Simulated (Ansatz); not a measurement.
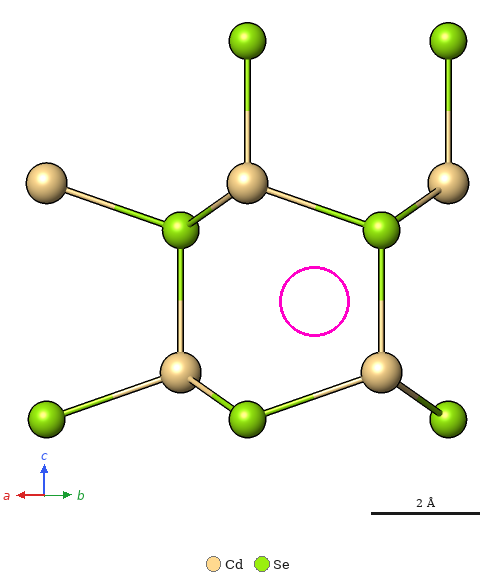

Perfect CdSe. A ball-and-stick model of the atoms within 5.4 Å of one point, in a slice 5.0 Å thick across the line of sight, seen along [110].

Level of theory: DFT, PBEsol, PAW, plane waves in Ansatz. Set-up: plane-wave cutoff 420 eV; k-point mesh 1 × 1 × 1; mesh shifted by (0.25, 0.25, 0.25); collinear spin. Fermi-Dirac smearing of 0.01 eV. A uniform background neutralises the charged cell. The axes drawn are those of the host's conventional cell.

An extra selenium atom is put between the host's atoms (an interstitial) at the ringed place, in charge state +1. The supercell has 96 sites, and the atoms are relaxed at the host's cell.

How do the neighbours respond?

Answer. The Se atom starts with 6 Cd at 2.81 to 3.32 Å, 6 Se at 2.81 to 3.31 Å around its place and ends with 1 Se at 2.37 Å, 1 Cd at 2.65 Å. Of the host's atoms, a selenium atom moves furthest from its site, by 1.33 Å. The Se atom itself moves 1.53 Å from where it was put. The cell's net moment is 1.00 μB.

The relaxed defect, seen from the same direction:

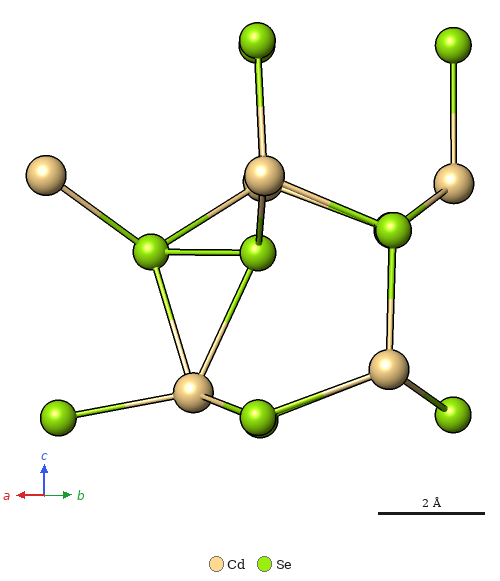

Limits of the set-up: the cell is charged, on a uniform background, and energies carry no finite-size correction.
